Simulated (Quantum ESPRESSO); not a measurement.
## A series of single points on ZrO2

System: ZrO2 (Fm-3m, 3 atoms in the cell).
Method: Kohn-Sham DFT of a periodic cell, rev-vdW-DF2, PseudoDojo 0.4.1 SR PBE standard, no spin polarisation (Quantum ESPRESSO 7.5).

The 7 runs differ only in the geometry, by an even scaling of the cell at fixed fractional positions. The structure derives from a Materials Project entry.

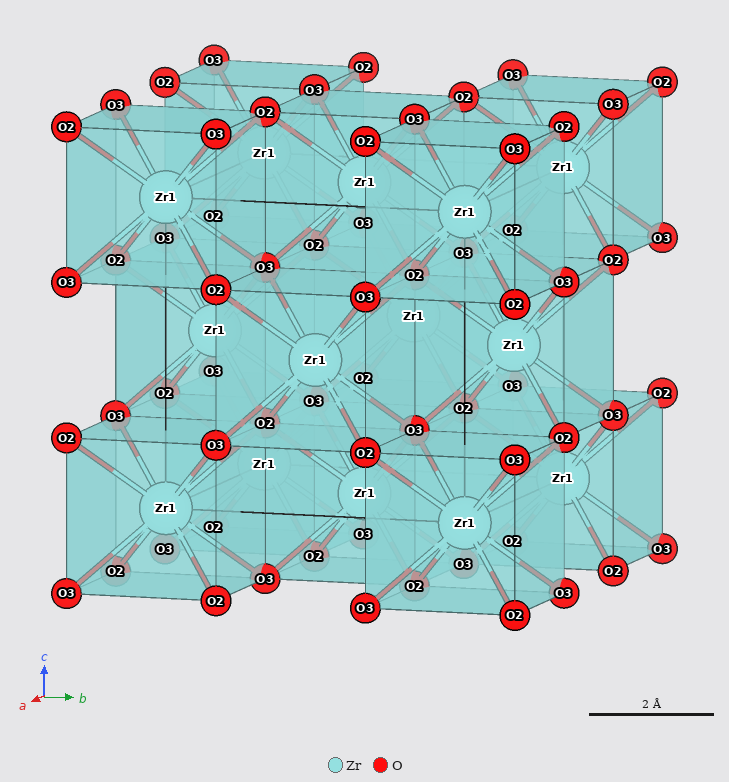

Figure 1. The structure of run 4 (polyhedral view of the cell 4 times as large as that of the calculation, set on its symmetry axes, seen slightly off an axis; polyhedra are completed across the faces of the cell; atoms are numbered from 1 in the order of the input).

## Input of run 4
```
&CONTROL
  calculation = 'scf'
  prefix = 'pwscf'
  outdir = './tmp'
  pseudo_dir = './pseudo'
  tprnfor = .true.
  tstress = .true.
  disk_io = 'nowf'
/
&SYSTEM
  ibrav = 0
  nat = 3
  ntyp = 2
  ecutwfc = 84
  nbnd = 19
  input_dft = 'vdw-df2-b86r'
  occupations = 'smearing'
  smearing = 'fd'
  degauss = 0.00367493
/
&ELECTRONS
  conv_thr = 6d-10
  electron_maxstep = 120
  mixing_beta = 0.5
/
ATOMIC_SPECIES
Zr    91.2240 Zr.upf
O     15.9990 O.upf
CELL_PARAMETERS angstrom
   0.0000000000    2.5450727058    2.5450727058
   2.5450727058    0.0000000000    2.5450727058
   2.5450727058    2.5450727058    0.0000000000
ATOMIC_POSITIONS crystal
Zr     0.0000000000    0.0000000000    0.0000000000
O      0.7500000000    0.7500000000    0.7500000000
O      0.2500000000    0.2500000000    0.2500000000
K_POINTS automatic
9 9 9 0 0 0
```

Command:
```bash
OMP_NUM_THREADS=1 pw.x -in pw.in > pw.out
```

Run 5 differs from it as follows:
```diff
-   0.0000000000    2.5450727058    2.5450727058
-   2.5450727058    0.0000000000    2.5450727058
-   2.5450727058    2.5450727058    0.0000000000
+   0.0000000000    2.5619279831    2.5619279831
+   2.5619279831    0.0000000000    2.5619279831
+   2.5619279831    2.5619279831    0.0000000000
```

## Results, with one run withheld

| run | volume per atom (Å³) | free energy per atom, from the lowest run given (meV) | pressure (GPa) | gap on the mesh (eV) |
| --- | --- | --- | --- | --- |
| 1 | 10.331 | 36.09 | 17.89 | 3.56 |
| 2 | 10.551 | 15.98 | 11.47 | 3.50 |
| 3 | 10.770 | 4.22 | 5.69 | 3.44 |
| 4 | 10.990 | 0.00 | 0.47 | 3.38 |
| 5 | 11.210 | ? | ? | ? |
| 6 | 11.430 | 11.26 | −8.46 | 3.27 |
| 7 | 11.650 | 25.45 | −12.27 | 3.21 |

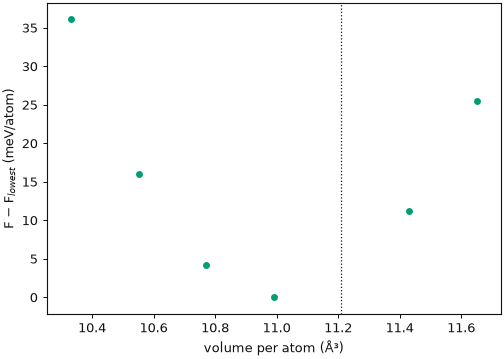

Figure 2. Free energy per atom of the runs given; the dotted line marks run 5.

What should run 5 give?

A cubic polynomial in V^(−2/3) (the Birch–Murnaghan form), fitted to the 6 runs given, misses them by at most 0.02 meV per atom. With x = V^(−2/3) − 0.20295 Å⁻², it reads F = 0.36865 + 868.05 x + 4.6486e+05 x² + 2.716e+05 x³ (meV per atom). At run 5 it gives 2.56 meV per atom, and the run itself gives 2.57. The slope of the fit gives a pressure −dF/dV of −4.17 GPa there, and the run prints −4.23 GPa. The two needn't agree exactly: the fit is approximate, and the printed stress is taken on a finite basis. The fit has its minimum at 11.013 Å³ per atom, where V d²F/dV² gives 245 GPa: the bulk modulus at this level, since symmetry fixes the shape and the positions. The gap on the mesh goes, without turning, from 3.56 eV in run 1 to 3.21 eV in run 7; run 5 has 3.33 eV. These are gaps of this functional on this mesh, which can miss the band edges; they aren't the measured gap.

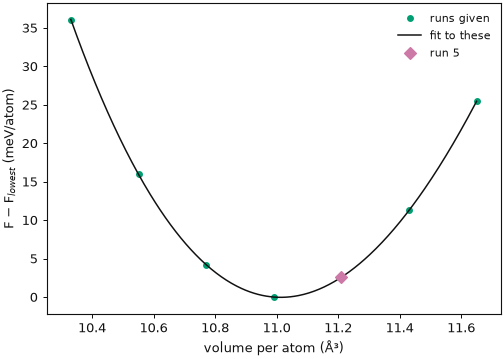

Figure 3. The fit and the withheld run.

## Some lines of the output (run 5)
```
[...]
     total energy              =    -167.57923657 Ry
     total energy              =    -167.86334708 Ry
     total energy              =    -167.96097768 Ry
     total energy              =    -167.96459735 Ry
     total energy              =    -167.96460579 Ry
     total energy              =    -167.96470899 Ry
     total energy              =    -167.96467407 Ry
     total energy              =    -167.96468642 Ry
     total energy              =    -167.96468647 Ry
     the Fermi energy is    13.3516 ev
!    total energy              =    -167.96468647 Ry
     The total energy is F=E-TS. E is the sum of the following terms:
     Computing stress (Cartesian axis) and pressure
          total   stress  (Ry/bohr**3)                   (kbar)     P=      -42.26
```

Notes: The record of the run, not the program, notes: potentials made for another functional. Points of doubt noted for this run: potentials made for another functional.
